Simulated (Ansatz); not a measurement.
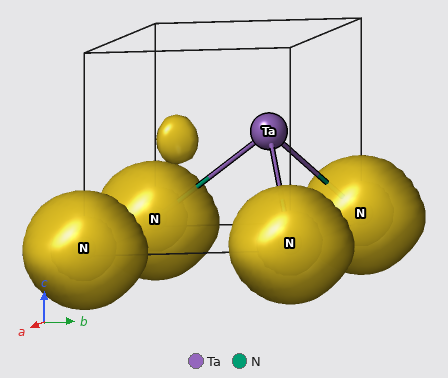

Figure 1: TaN. Isosurface of the ELF at 0.7 (yellow), seen slightly off an axis. Core shells and regions of very low density are left out. Sticks mark near contacts.

Space group P3m1; changed on purpose from its base cell (all N atoms moved +0.113 Å, as atom 2 along Cartesian [0 0 1]); not relaxed (largest force 1.6 eV/Å); computed pressure about −2 GPa in this cell.

Computed with DFT PBEsol, scalar-relativistic, plane waves, PAW (Ansatz 0.2.0).

Question: Describe the localisation domains.

Answer: The surface consists of one region wrapped around N (its valence shell) and one pocket between the atoms, centred on no nucleus (multi-centre or interstitial), counted in one cell of 2 atoms. Regions shared between cells count once.

Values along the shortest contacts:
Ta–N (2.15 Å): the ELF peaks at about 0.80 in the valence shell of N, 0.6 Å from its nucleus, and is about 0.20 at the midpoint; no shared electron pair shows on this line. Ta–Ta (2.88 Å): the ELF is about 0.25 at the midpoint (no localised pair shows between them).
